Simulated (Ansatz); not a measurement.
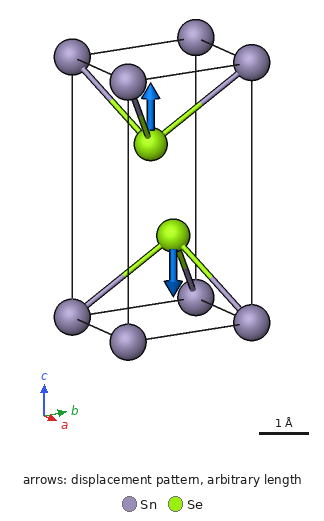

Phonons of crystalline SnSe2 relaxed at 8 GPa, at the zone centre. The optical levels lie at 158 (×4), 173, 241 cm⁻¹. One mode is drawn. Displacements are drawn as blue arrows; their common scale and sign are arbitrary. Style: ball-and-stick. Shown: the cell of the calculation, slightly off an axis.

The calculation used Ansatz, DFT PBE+D3(BJ), scalar-relativistic, plane waves, PAW. Set-up: plane-wave cutoff 420 eV; k-point mesh 12 × 12 × 8; occupations fermi dirac; smearing width 0.15 eV; target pressure 8 GPa; no spin polarisation.

The frequencies depend somewhat on the k-mesh and the smearing.

Q: To which level does it belong?

A: The level at 173 cm⁻¹. This is the A₁g mode, optical level 2 of 3, counted from below, Raman-active by symmetry. The Sn atoms stay at rest; all motion is along c; atoms of one kind move against one another, with no net shift of their sublattice.
